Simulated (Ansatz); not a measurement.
Elastic-constant calculation, with input and output: FeCo (part 1 of 2)

The run: elastic-constant calculation of FeCo (Pm-3m, 2 atoms in the cell). Method and program: DFT, PBEsol, all-electron PAW with datasets made for the crystal, scalar-relativistic; elastic constants from stresses of strained cells, spin-polarised (Ansatz 0.2.0).

The structure derives from an entry of the Crystallography Open Database. It belongs to a series of runs on one base structure; here: crystal datasets in place of LAPW. Figures and captions count atoms from 1; the log counts them from 0 in places.

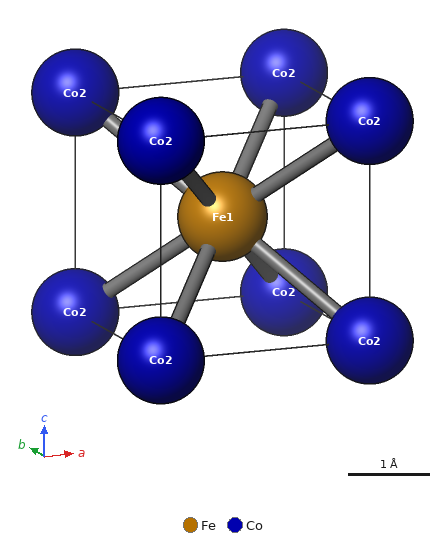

Figure 1. The input geometry (ball-and-stick view of the cell of the calculation, seen slightly off an axis; atoms are numbered from 1 in the order of the input).

Input
```yaml
crystal:
  lattice:
    - [2.80038198474, 0.0, 0.0]
    - [0.0, 2.80038198474, 0.0]
    - [0.0, 0.0, 2.80038198474]
  atoms:
    - { symbol: Fe, position: [0.5, 0.5, 0.5], spin: 2.7 }
    - { symbol: Co, position: [0.0, 0.0, 0.0], spin: 1.8 }
magnetization:
  spin_polarized: true
kpoints:
  mp_grid: { grid: [16, 16, 16] }
scf:
  occupations: { method: fermi_dirac, width: 0.05 }
hamiltonian:
  xc: pbesol
  pseudopotentials: { kind: all_electron, datasets: crystal }
elastic:
  mode: relaxed_ion
  stencil: two_point
  amplitude: 0.005
```

Machine: 2 threads of Intel Xeon @ 2.90GHz (Ice Lake), 192 GiB of memory available, shared host.

Launch command:
```bash
ansatz run input.yaml --threads 2 --pin off --max-ram 6144MiB --backend cpu --events-out ev --progress --plain --runs-dir out
```

Log
```
hamiltonian.pseudopotentials.datasets: crystal makes datasets for this crystal and solves the spheres of its atoms anew in each pass: cutoff 360.0 eV, the density's 1440.0 eV; recipe 061dc21561c5.33, for an error of 0.50 meV an atom under PBE, 1.0 meV for the cell; an energy difference from a run of another recipe may be off by several times the error for the cell, under r2SCAN by more, where some 0.1 meV an atom stays at smaller errors; Fe in spheres of 1.169 Å, 16 of its electrons in bands; Co in spheres of 1.175 Å, 17 of its electrons in bands
Engine: ansatz 0.2.0, x86_64-unknown-linux-gnu
Pseudopotentials: kind: all_electron
Pseudopotential: Fe, paw, valence charge 16, recommended cutoff 360 eV (normal), crystal/all_electron/pbesol/scalar/gaussian/Fe, Koelling and Harmon's equation, gaussian nucleus
Pseudopotential: Co, paw, valence charge 17, recommended cutoff 360 eV (normal), crystal/all_electron/pbesol/scalar/gaussian/Co, Koelling and Harmon's equation, gaussian nucleus
Functional definition: PBEsol
  exchange = pbesol_x
  correlation = pbesol_c
a search for the magnetic state begins, with frozen cores and fixed partial waves. It gives no result and prints no iterations
the search for the magnetic state of this step took 10 SCF iterations with frozen cores. It stayed in its first state, in which the spheres begin
Crystal: 2 atoms, lattice volume = 21.961 Å³
Basis set: ecut = 360 eV, 341 PW (Γ), exchange–correlation on 36×36×36 points (8 copies of the dense FFT grid, shifted against one another)
Bands: 23, of which v1, the nominal top of the filled ones, is band 17 counted from 1 (16 counted from 0)
Symmetry: 48 space group operations
Space group: Pm-3m (ITA 221), of the structure as read, at distance tolerance 2.8e-5 Å
Magnetic group: BNS 221.92 (UNI 1594), of the structure as read, at distance tolerance 2.8e-5 Å
k-points: 165 of 4096
Non-local potential: Fe, projectors of the file, l = 0: 2, l = 1: 2, l = 2: 2
Non-local potential: Co, projectors of the file, l = 0: 2, l = 1: 2, l = 2: 2
PAW form: soft (Blöchl's): semilocal exchange-correlation on the pseudo side does not see the compensation charge
PAW one-centre angular grid: Fe, 590 points (default); XC on its mesh's 1883 points in the sphere
PAW one-centre angular grid: Co, 590 points (default); XC on its mesh's 1879 points in the sphere
Initial density: read from a saved state, or passed on in memory by an earlier SCF of this step, an earlier step, the calling program or the single point that the run made first
Starting moments: Σ|m| = 4.5 μB on 2 of 2 sites; this step starts from the density that it was given
Initial wavefunctions: pseudopotential atomic-orbital guess
Functional: x = pbesol(κ = 0.804, μ = 0.12345679012345678), c = pbesol(β = 0.046)
SCF 1 converged in 10 iterations: F = -72486.979234 eV  dr2 = 2.09e-10
  greatest PAW one-centre occupation: 1.007 electrons in one spin orbital (limit 2), on the Co atom at site 1 (counted from 0), in its partial waves of l = 1
a single point of the input's cell can leave the moments in the input for a lower state (scf.lower_state_search): this run first made a single point of its cell. This run's own SCFs start from the density of the state that the single point found, with the moments in the input. The single point stayed on the moments in the input.
Stability of the state it starts from, as read at its close in the collinear treatment: not read negative (Ritz values of 1 − χ₀K, real part plus size of imaginary part, from 0.87 to 1.0, by its mixing steps under the symmetry group of the SCF that read it); its run was given moments
iter 1 solved again at ethr=1.19e-11 eV; its pass at ethr=1.00e-1 eV (dr2=5.80e-4 eV) is discarded
SCF iter   1: F=—  HF=-72486.979226 eV  |F-HF|=—  |Δ(HF+E_count)|=         —  Δρ=1.01e-5 (↑1.01e-5 ↓5.15e-6)  dr2=1.95e-9  dr2_m=9.45e-9  M=4.449 μB ∫|m|=4.656 μB  β_m=0.30  ethr=1.19e-11  ⟨swp⟩=4.7  Hψ=98001  notcnv=0
preconditioner: auto → none  [metal: Δε(μ)=0.004 eV  Ē_g=9.330 eV  σ=0.050 eV  W_gap=0.02  n_scr=6 (ndim 8)  ℏωp=32.7 eV  f_vac=0.000  D(μ)=1.52/eV (n_scr^D=18)]
SCF iter   2: F=—  HF=-72486.979226 eV  |F-HF|=—  |Δ(HF+E_count)|=   7.74e-9  Δρ=7.28e-6 (↑7.28e-6 ↓4.46e-6)  dr2=2.02e-9  dr2_m=5.42e-9  M=4.449 μB ∫|m|=4.656 μB  β_m=0.65  ethr=5.92e-12  ⟨swp⟩=2.0  Hψ=13210  notcnv=0
SCF iter   3: F=—  HF=-72486.979226 eV  |F-HF|=—  |Δ(HF+E_count)|=   7.23e-8  Δρ=4.94e-5 (↑1.34e-5 ↓4.94e-5)  dr2=9.87e-7  dr2_m=6.60e-8  M=4.449 μB ∫|m|=4.656 μB  β_m=0.36  ethr=5.92e-12  ⟨swp⟩=4.0  Hψ=19840  notcnv=0  recentre
SCF iter   4: F=—  HF=-72486.979226 eV  |F-HF|=—  |Δ(HF+E_count)|=   6.47e-8  Δρ=1.45e-6 (↑6.69e-7 ↓1.45e-6)  dr2=5.00e-10  dr2_m=1.13e-10  M=4.449 μB ∫|m|=4.656 μB  β_m=0.47  ethr=5.92e-12  ⟨swp⟩=3.9  Hψ=19658  notcnv=0
SCF iter   5: F=—  HF=-72486.979226 eV  |F-HF|=—  |Δ(HF+E_count)|=   1.09e-9  Δρ=6.42e-7 (↑5.97e-7 ↓6.42e-7)  dr2=1.30e-10  dr2_m=4.42e-11  M=4.449 μB ∫|m|=4.656 μB  β_m=0.47  ethr=1.51e-12  ⟨swp⟩=2.5  Hψ=16667  notcnv=0  defer=1
SCF iter   6: F=—  HF=-72486.979226 eV  |F-HF|=—  |Δ(HF+E_count)|=    0.00e0  Δρ=4.84e-7 (↑2.01e-7 ↓4.84e-7)  dr2=6.27e-11  dr2_m=1.19e-11  M=4.449 μB ∫|m|=4.656 μB  β_m=0.68  ethr=1.00e-12  ⟨swp⟩=2.5  Hψ=13467  notcnv=0
SCF iter   7: F=—  HF=-72486.979226 eV  |F-HF|=—  |Δ(HF+E_count)|=  2.91e-11  Δρ=3.30e-7 (↑3.30e-7 ↓2.29e-7)  dr2=4.25e-11  dr2_m=3.24e-12  M=4.449 μB ∫|m|=4.656 μB  β_m=0.53  ethr=1.00e-12  ⟨swp⟩=2.1  Hψ=13228  notcnv=0
SCF iter   8: F=—  HF=-72486.979226 eV  |F-HF|=—  |Δ(HF+E_count)|=  2.91e-11  Δρ=3.90e-8 (↑2.98e-8 ↓3.90e-8)  dr2=5.18e-13  dr2_m=1.02e-13  M=4.449 μB ∫|m|=4.656 μB  β_m=0.72  ethr=1.00e-12  ⟨swp⟩=2.0  Hψ=13210  notcnv=0
SCF iter   9: F=-72486.979226 eV  HF=-72486.979226 eV  |F-HF|=0.00e0  |Δ(HF+E_count)|=  2.91e-11  Δρ=1.79e-8 (↑2.16e-9 ↓1.79e-8)  dr2=9.03e-14  dr2_m=1.50e-14  M=4.449 μB ∫|m|=4.656 μB  ethr=1.00e-12  ⟨swp⟩=2.0  Hψ=13210  notcnv=0
SCF 2 converged in 9 iterations: F = -72486.979234 eV  dr2 = 9.03e-14
  Residual-converged pass: ⟨swp⟩=3.0  Hψ=15351  notcnv=0  max |occ|·‖R‖ = 1.0e-8 eV (tolerance 1.0e-8 eV)  dr2=9.20e-14  dr2_m=1.47e-14  dr2_onsite=6.80e-14  max |Δocc| = 6.9e-13
Crystal: 2 atoms, lattice volume = 21.851 Å³
Symmetry: 16 space group operations
k-points: 405 of 4096
Initial density: handed on by an earlier stage of this run
Initial wavefunctions: pseudopotential atomic-orbital guess (no wavefunctions were taken with the density)
iter 1 solved again at ethr=3.43e-4 eV; its pass at ethr=1.00e-1 eV (dr2=1.13e-1 eV) is discarded
SCF iter   1: F=—  HF=-72487.006612 eV  |F-HF|=—  |Δ(HF+E_count)|=         —  Δρ=1.69e-2 (↑1.69e-2 ↓1.63e-2)  dr2=1.29e-1  dr2_m=2.52e-3  M=4.455 μB ∫|m|=4.656 μB  β_m=0.30  ethr=3.43e-4  ⟨swp⟩=3.5  Hψ=99306  notcnv=0
preconditioner: auto → none  [metal: Δε(μ)=0.004 eV  Ē_g=9.335 eV  σ=0.050 eV  W_gap=0.02  n_scr=6 (ndim 8)  ℏωp=32.8 eV  f_vac=0.000  D(μ)=1.47/eV (n_scr^D=18)]
SCF iter   2: F=—  HF=-72486.997599 eV  |F-HF|=—  |Δ(HF+E_count)|=   9.01e-3  Δρ=2.55e-2 (↑8.59e-3 ↓2.55e-2)  dr2=2.62e-1  dr2_m=1.73e-2  M=4.458 μB ∫|m|=4.653 μB  β_m=0.30  ethr=3.43e-4  ⟨swp⟩=3.0  Hψ=42102  notcnv=0  defer=2
SCF iter   3: F=—  HF=-72487.272230 eV  |F-HF|=—  |Δ(HF+E_count)|=   2.75e-1  Δρ=1.14e-1 (↑2.94e-2 ↓1.14e-1)  dr2=5.11e0  dr2_m=3.72e-1  M=4.392 μB ∫|m|=4.612 μB  β_m=0.15  ethr=3.43e-4  ⟨swp⟩=3.2  Hψ=47838  notcnv=0  defer=1  recentre
SCF iter   4: F=—  HF=-72486.979222 eV  |F-HF|=—  |Δ(HF+E_count)|=   2.93e-1  Δρ=7.21e-3 (↑4.69e-3 ↓7.21e-3)  dr2=2.05e-2  dr2_m=1.23e-3  M=4.448 μB ∫|m|=4.651 μB  β_m=0.25  ethr=3.43e-4  ⟨swp⟩=3.1  Hψ=46791  notcnv=0  defer=1
iter 5 solved again at ethr=4.07e-6 eV; its pass at ethr=6.21e-5 eV (dr2=1.34e-3 eV) is discarded
SCF iter   5: F=—  HF=-72486.977846 eV  |F-HF|=—  |Δ(HF+E_count)|=   1.38e-3  Δρ=2.05e-3 (↑2.05e-3 ↓1.78e-3)  dr2=1.33e-3  dr2_m=8.25e-5  M=4.442 μB ∫|m|=4.648 μB  β_m=0.25  ethr=4.07e-6  ⟨swp⟩=2.0  Hψ=65436  notcnv=0
SCF iter   6: F=—  HF=-72486.978186 eV  |F-HF|=—  |Δ(HF+E_count)|=   3.40e-4  Δρ=1.05e-3 (↑1.05e-3 ↓9.00e-4)  dr2=3.49e-4  dr2_m=4.03e-5  M=4.442 μB ∫|m|=4.647 μB  β_m=0.33  ethr=4.04e-6  ⟨swp⟩=2.0  Hψ=32466  notcnv=0
SCF iter   7: F=—  HF=-72486.978675 eV  |F-HF|=—  |Δ(HF+E_count)|=   4.89e-4  Δρ=5.63e-4 (↑1.79e-4 ↓5.63e-4)  dr2=6.90e-5  dr2_m=1.49e-5  M=4.441 μB ∫|m|=4.646 μB  β_m=0.50  ethr=1.06e-6  ⟨swp⟩=2.0  Hψ=32482  notcnv=0  defer=2
SCF iter   8: F=—  HF=-72486.978736 eV  |F-HF|=—  |Δ(HF+E_count)|=   6.08e-5  Δρ=2.65e-4 (↑1.19e-4 ↓2.65e-4)  dr2=2.03e-5  dr2_m=2.46e-6  M=4.440 μB ∫|m|=4.645 μB  β_m=0.48  ethr=2.09e-7  ⟨swp⟩=2.5  Hψ=41147  notcnv=0  defer=4
SCF iter   9: F=—  HF=-72486.978742 eV  |F-HF|=—  |Δ(HF+E_count)|=   6.38e-6  Δρ=1.76e-4 (↑2.07e-5 ↓1.76e-4)  dr2=9.03e-6  dr2_m=1.29e-6  M=4.440 μB ∫|m|=4.645 μB  β_m=0.63  ethr=6.17e-8  ⟨swp⟩=2.1  Hψ=32583  notcnv=0  defer=2
SCF iter  10: F=—  HF=-72486.978750 eV  |F-HF|=—  |Δ(HF+E_count)|=   7.67e-6  Δρ=7.52e-5 (↑1.40e-5 ↓7.52e-5)  dr2=1.72e-6  dr2_m=2.38e-7  M=4.440 μB ∫|m|=4.645 μB  β_m=0.63  ethr=2.74e-8  ⟨swp⟩=2.0  Hψ=32483  notcnv=0  defer=2
SCF iter  11: F=—  HF=-72486.978750 eV  |F-HF|=—  |Δ(HF+E_count)|=   6.18e-8  Δρ=1.69e-5 (↑7.74e-6 ↓1.69e-5)  dr2=5.63e-8  dr2_m=1.57e-8  M=4.440 μB ∫|m|=4.645 μB  β_m=0.82  ethr=5.23e-9  ⟨swp⟩=2.0  Hψ=32474  notcnv=0  defer=2
SCF iter  12: F=—  HF=-72486.978750 eV  |F-HF|=—  |Δ(HF+E_count)|=   2.59e-8  Δρ=2.49e-5 (↑3.46e-6 ↓2.49e-5)  dr2=1.84e-7  dr2_m=2.67e-8  M=4.440 μB ∫|m|=4.645 μB  β_m=0.82  ethr=1.71e-10  ⟨swp⟩=2.8  Hψ=41542  notcnv=0  defer=2
SCF iter  13: F=—  HF=-72486.978750 eV  |F-HF|=—  |Δ(HF+E_count)|=   5.86e-9  Δρ=1.51e-5 (↑2.35e-6 ↓1.51e-5)  dr2=6.42e-8  dr2_m=1.09e-8  M=4.440 μB ∫|m|=4.645 μB  β_m=0.91  ethr=1.71e-10  ⟨swp⟩=2.0  Hψ=32481  notcnv=0  defer=1
SCF iter  14: F=—  HF=-72486.978750 eV  |F-HF|=—  |Δ(HF+E_count)|=   2.14e-9  Δρ=5.55e-7 (↑5.55e-7 ↓5.34e-7)  dr2=1.81e-10  dr2_m=1.31e-11  M=4.440 μB ∫|m|=4.645 μB  β_m=0.87  ethr=1.71e-10  ⟨swp⟩=2.0  Hψ=32482  notcnv=0  defer=1
SCF iter  15: F=—  HF=-72486.978750 eV  |F-HF|=—  |Δ(HF+E_count)|=  4.37e-11  Δρ=1.24e-6 (↑3.51e-7 ↓1.24e-6)  dr2=6.29e-10  dr2_m=4.05e-11  M=4.440 μB ∫|m|=4.645 μB  β_m=0.87  ethr=1.02e-12 (applied; sched 1.00e-12)  ⟨swp⟩=2.7  Hψ=43342  notcnv=0
SCF iter  16: F=—  HF=-72486.978750 eV  |F-HF|=—  |Δ(HF+E_count)|=  2.91e-11  Δρ=1.45e-6 (↑3.82e-7 ↓1.45e-6)  dr2=8.04e-10  dr2_m=6.10e-11  M=4.440 μB ∫|m|=4.645 μB  β_m=0.55  ethr=1.00e-12  ⟨swp⟩=2.7  Hψ=33582  notcnv=0
SCF iter  17: F=—  HF=-72486.978750 eV  |F-HF|=—  |Δ(HF+E_count)|=  4.37e-11  Δρ=5.86e-7 (↑1.56e-7 ↓5.86e-7)  dr2=1.32e-10  dr2_m=9.95e-12  M=4.440 μB ∫|m|=4.645 μB  β_m=0.78  ethr=1.00e-12  ⟨swp⟩=2.0  Hψ=32472  notcnv=0
SCF iter  18: F=—  HF=-72486.978750 eV  |F-HF|=—  |Δ(HF+E_count)|=  2.91e-11  Δρ=1.15e-7 (↑3.18e-8 ↓1.15e-7)  dr2=5.02e-12  dr2_m=3.91e-13  M=4.440 μB ∫|m|=4.645 μB  β_m=0.75  ethr=1.00e-12  ⟨swp⟩=2.0  Hψ=32469  notcnv=0
SCF iter  19: F=-72486.978750 eV  HF=-72486.978750 eV  |F-HF|=4.37e-11  |Δ(HF+E_count)|=  2.91e-11  Δρ=4.06e-9 (↑4.06e-9 ↓2.83e-9)  dr2=7.71e-15  dr2_m=2.35e-16  M=4.440 μB ∫|m|=4.645 μB  ethr=1.00e-12  ⟨swp⟩=2.0  Hψ=32469  notcnv=0
SCF 3 converged in 19 iterations: F = -72486.978758 eV  dr2 = 7.71e-15
  Residual-converged pass: ⟨swp⟩=3.0  Hψ=42249  notcnv=0  max |occ|·‖R‖ = 1.0e-8 eV (tolerance 1.0e-8 eV)  dr2=8.18e-15  dr2_m=2.29e-16  dr2_onsite=8.36e-15  max |Δocc| = 4.2e-9
Crystal: 2 atoms, lattice volume = 22.071 Å³
iter 1 solved again at ethr=4.53e-4 eV; its pass at ethr=1.00e-1 eV (dr2=1.50e-1 eV) is discarded
SCF iter   1: F=—  HF=-72487.006101 eV  |F-HF|=—  |Δ(HF+E_count)|=         —  Δρ=1.68e-2 (↑1.64e-2 ↓1.68e-2)  dr2=1.32e-1  dr2_m=2.53e-3  M=4.436 μB ∫|m|=4.649 μB  β_m=0.30  ethr=4.53e-4  ⟨swp⟩=3.5  Hψ=97636  notcnv=0
preconditioner: auto → none  [metal: Δε(μ)=0.006 eV  Ē_g=9.332 eV  σ=0.050 eV  W_gap=0.03  n_scr=6 (ndim 8)  ℏωp=32.6 eV  f_vac=0.000  D(μ)=1.63/eV (n_scr^D=18)]
SCF iter   2: F=—  HF=-72486.998933 eV  |F-HF|=—  |Δ(HF+E_count)|=   7.17e-3  Δρ=2.78e-2 (↑8.74e-3 ↓2.78e-2)  dr2=3.09e-1  dr2_m=2.15e-2  M=4.436 μB ∫|m|=4.653 μB  β_m=0.16  ethr=4.01e-4  ⟨swp⟩=3.0  Hψ=41744  notcnv=0  defer=1  recentre
SCF iter   3: F=—  HF=-72486.993016 eV  |F-HF|=—  |Δ(HF+E_count)|=   5.92e-3  Δρ=2.21e-2 (↑1.03e-2 ↓2.21e-2)  dr2=1.90e-1  dr2_m=1.26e-2  M=4.456 μB ∫|m|=4.659 μB  β_m=0.16  ethr=4.01e-4  ⟨swp⟩=2.9  Hψ=38667  notcnv=0  defer=1
iter 4 solved again at ethr=1.17e-5 eV; its pass at ethr=4.01e-4 eV (dr2=3.86e-3 eV) is discarded
SCF iter   4: F=—  HF=-72486.977770 eV  |F-HF|=—  |Δ(HF+E_count)|=   1.52e-2  Δρ=4.31e-3 (↑4.31e-3 ↓3.25e-3)  dr2=3.87e-3  dr2_m=1.07e-4  M=4.452 μB ∫|m|=4.661 μB  β_m=0.33  ethr=1.17e-5  ⟨swp⟩=2.0  Hψ=69679  notcnv=0  defer=1
SCF iter   5: F=—  HF=-72486.977970 eV  |F-HF|=—  |Δ(HF+E_count)|=   1.99e-4  Δρ=1.66e-3 (↑9.11e-4 ↓1.66e-3)  dr2=1.02e-3  dr2_m=1.15e-4  M=4.454 μB ∫|m|=4.664 μB  β_m=0.52  ethr=1.17e-5  ⟨swp⟩=2.0  Hψ=32483  notcnv=0  defer=2
SCF iter   6: F=—  HF=-72486.978582 eV  |F-HF|=—  |Δ(HF+E_count)|=   6.13e-4  Δρ=7.61e-4 (↑3.88e-4 ↓7.61e-4)  dr2=2.36e-4  dr2_m=1.56e-5  M=4.457 μB ∫|m|=4.666 μB  β_m=0.52  ethr=3.09e-6  ⟨swp⟩=2.0  Hψ=32508  notcnv=0  defer=1
SCF iter   7: F=—  HF=-72486.978643 eV  |F-HF|=—  |Δ(HF+E_count)|=   6.06e-5  Δρ=3.66e-4 (↑1.39e-4 ↓3.66e-4)  dr2=4.06e-5  dr2_m=4.75e-6  M=4.457 μB ∫|m|=4.666 μB  β_m=0.72  ethr=7.15e-7  ⟨swp⟩=2.0  Hψ=40521  notcnv=0  defer=18
SCF iter   8: F=—  HF=-72486.978655 eV  |F-HF|=—  |Δ(HF+E_count)|=   1.22e-5  Δρ=5.05e-5 (↑5.05e-5 ↓4.44e-5)  dr2=3.07e-7  dr2_m=3.50e-7  M=4.457 μB ∫|m|=4.667 μB  β_m=0.86  ethr=1.23e-7  ⟨swp⟩=2.5  Hψ=33030  notcnv=0  defer=1
SCF iter   9: F=—  HF=-72486.978656 eV  |F-HF|=—  |Δ(HF+E_count)|=   8.19e-7  Δρ=4.34e-5 (↑2.42e-5 ↓4.34e-5)  dr2=7.83e-7  dr2_m=7.22e-8  M=4.458 μB ∫|m|=4.667 μB  β_m=0.86  ethr=9.32e-10  ⟨swp⟩=3.0  Hψ=47597  notcnv=0  defer=3
SCF iter  10: F=—  HF=-72486.978656 eV  |F-HF|=—  |Δ(HF+E_count)|=   5.23e-8  Δρ=2.05e-5 (↑7.99e-6 ↓2.05e-5)  dr2=1.73e-7  dr2_m=1.28e-8  M=4.458 μB ∫|m|=4.667 μB  β_m=0.93  ethr=9.32e-10  ⟨swp⟩=2.8  Hψ=33480  notcnv=0
SCF iter  11: F=—  HF=-72486.978656 eV  |F-HF|=—  |Δ(HF+E_count)|=   1.00e-8  Δρ=3.18e-6 (↑1.77e-6 ↓3.18e-6)  dr2=4.41e-9  dr2_m=3.19e-10  M=4.458 μB ∫|m|=4.667 μB  β_m=0.84  ethr=5.24e-10  ⟨swp⟩=2.0  Hψ=32478  notcnv=0
SCF iter  12: F=—  HF=-72486.978656 eV  |F-HF|=—  |Δ(HF+E_count)|=  2.18e-10  Δρ=1.08e-6 (↑3.76e-7 ↓1.08e-6)  dr2=4.67e-10  dr2_m=3.68e-11  M=4.458 μB ∫|m|=4.667 μB  β_m=0.84  ethr=1.34e-11  ⟨swp⟩=2.1  Hψ=40439  notcnv=0  defer=3
SCF iter  13: F=—  HF=-72486.978656 eV  |F-HF|=—  |Δ(HF+E_count)|=  1.46e-11  Δρ=1.80e-7 (↑7.52e-8 ↓1.80e-7)  dr2=1.14e-11  dr2_m=1.13e-12  M=4.458 μB ∫|m|=4.667 μB  β_m=0.92  ethr=1.41e-12  ⟨swp⟩=2.0  Hψ=32470  notcnv=0
SCF iter  14: F=—  HF=-72486.978656 eV  |F-HF|=—  |Δ(HF+E_count)|=  2.91e-11  Δρ=1.65e-7 (↑4.74e-8 ↓1.65e-7)  dr2=9.67e-12  dr2_m=9.58e-13  M=4.458 μB ∫|m|=4.667 μB  β_m=0.96  ethr=1.00e-12  ⟨swp⟩=2.0  Hψ=32465  notcnv=0
SCF iter  15: F=—  HF=-72486.978656 eV  |F-HF|=—  |Δ(HF+E_count)|=    0.00e0  Δρ=1.39e-7 (↑3.61e-8 ↓1.39e-7)  dr2=7.46e-12  dr2_m=5.71e-13  M=4.458 μB ∫|m|=4.667 μB  β_m=0.98  ethr=1.00e-12  ⟨swp⟩=2.0  Hψ=32465  notcnv=0
SCF iter  16: F=—  HF=-72486.978656 eV  |F-HF|=—  |Δ(HF+E_count)|=  2.91e-11  Δρ=4.22e-8 (↑1.20e-8 ↓4.22e-8)  dr2=6.98e-13  dr2_m=4.98e-14  M=4.458 μB ∫|m|=4.667 μB  β_m=0.99  ethr=1.00e-12  ⟨swp⟩=2.0  Hψ=32465  notcnv=0
SCF iter  17: F=-72486.978656 eV  HF=-72486.978656 eV  |F-HF|=4.37e-11  |Δ(HF+E_count)|=  2.91e-11  Δρ=5.80e-9 (↑1.55e-9 ↓5.80e-9)  dr2=1.18e-14  dr2_m=1.02e-15  M=4.458 μB ∫|m|=4.667 μB  ethr=1.00e-12  ⟨swp⟩=2.0  Hψ=32465  notcnv=0
SCF 4 converged in 17 iterations: F = -72486.978664 eV  dr2 = 1.18e-14
  Residual-converged pass: ⟨swp⟩=2.7  Hψ=32267  notcnv=0  max |occ|·‖R‖ = 1.0e-8 eV (tolerance 1.0e-8 eV)  dr2=1.20e-14  dr2_m=9.94e-16  dr2_onsite=7.81e-15  max |Δocc| = 2.2e-9
Symmetry: 8 space group operations
```
